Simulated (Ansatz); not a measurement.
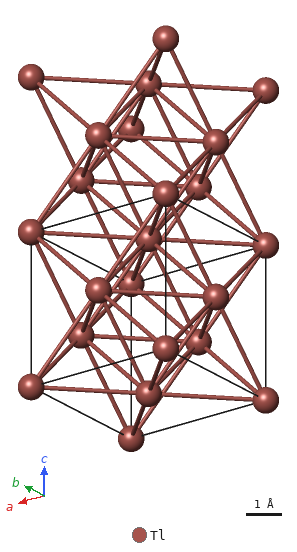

This is a symmetric starting cell of Tl. Style: ball-and-stick. Shown: the conventional cell (4 times the calculation's cell), repeated 1 × 1 × 2 with one cell outlined, from a free direction. Lengths and directions refer to the drawn axes.

Level of theory: Ansatz 0.2.0, DFT PBE, scalar-relativistic, plane waves, PAW. (plane-wave cutoff 420 eV; k-point mesh 14 × 14 × 14; occupations gaussian; smearing width 0.1 eV; no spin polarisation)

The variant: All lengths are scaled by −3.9 % (volume −11.3 %), the atoms keeping their fractional coordinates. No relaxation follows. The starting cell wasn't computed here and needn't be at equilibrium, so pressure and forces aren't due to the change alone.

Q: What is the effect?

A: The pressure is 6.5 GPa (not all of it need come from the change, since the unchanged cell can be under pressure at this level too). All forces vanish by symmetry. Some distances before and after: Tl–Tl 3.488 → 3.351 Å. The space group stays Fm-3m (No. 225).

The changed structure in the same view:

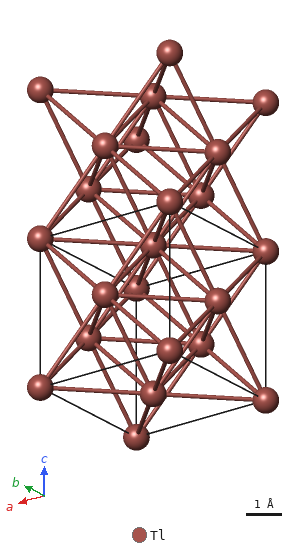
